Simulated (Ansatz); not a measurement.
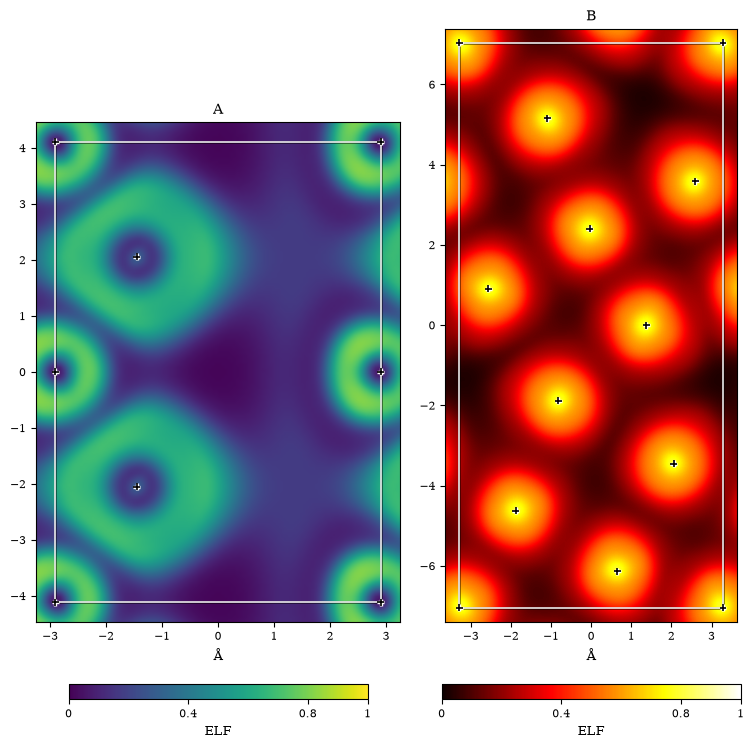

The electron localisation function of 2 systems, each on a plane through atoms (crosses mark nuclei in the plane).

Method: Ansatz 0.2.0, DFT PBE, scalar-relativistic, plane waves, PAW.

System 1: Au (interface cell), the (100) plane of the calculation cell. 

```cif
data_structure
_symmetry_space_group_name_H-M 'P 1'
_symmetry_Int_Tables_number 1
_cell_length_a 4.1581
_cell_length_b 6.5746
_cell_length_c 14.0804
_cell_angle_alpha 90.000
_cell_angle_beta 90.000
_cell_angle_gamma 90.000
_cell_volume 384.93
loop_
_atom_site_label
_atom_site_type_symbol
_atom_site_fract_x
_atom_site_fract_y
_atom_site_fract_z
_atom_site_occupancy
Au1 Au 0.00000 0.62913 0.06624 1
Au2 Au 0.00000 0.40545 0.36785 1
Au3 Au 0.50000 0.29586 0.05626 1
Au4 Au 0.50000 0.89455 0.12100 1
Au5 Au 0.50000 0.10934 0.31106 1
Au6 Au 0.50000 0.67087 0.42260 1
Au7 Au 0.50000 0.50982 0.22733 1
Au8 Au 0.00000 0.19066 0.17779 1
Au9 Au 0.00000 0.79018 0.26151 1
Au10 Au 0.00000 0.00414 0.43259 1
Au11 Au 0.50000 0.62913 0.92260 1
Au12 Au 0.50000 0.40545 0.62100 1
Au13 Au 0.00000 0.29586 0.93259 1
Au14 Au 0.00000 0.89455 0.86785 1
Au15 Au 0.00000 0.10934 0.67779 1
Au16 Au 0.00000 0.67087 0.56624 1
Au17 Au 0.00000 0.50982 0.76151 1
Au18 Au 0.50000 0.19066 0.81106 1
Au19 Au 0.50000 0.79018 0.72733 1
Au20 Au 0.50000 0.00414 0.55626 1
```

System 2: NbAs, the (110) plane of the conventional cell. Space group F-43m; started from the zinc blende prototype, which need not be the ambient phase; the program warned that a starting moment wasn't kept; spin-polarised, but the moments vanished.

```
Nb As
1.0
     5.81356    0.00000    0.00000
     0.00000    0.00000   -5.81356
     0.00000    5.81356    0.00000
Nb As
4 4
Direct
  0.50000 0.50000 0.00000
  0.00000 0.50000 0.50000
  0.00000 0.00000 0.00000
  0.50000 0.00000 0.50000
  0.25000 0.75000 0.25000
  0.75000 0.75000 0.75000
  0.75000 0.25000 0.25000
  0.25000 0.25000 0.75000
```

Match each panel to its system.

Answer. Panel A is system 2, NbAs: the plane holds Nb and As. Nb–As (2.52 Å): the ELF is about 0.50 at the midpoint. Panel B is system 1, Au: the plane holds Au. Au–Au (2.79 Å): the ELF is about 0.20 at the midpoint; no shared electron pair shows on this line.
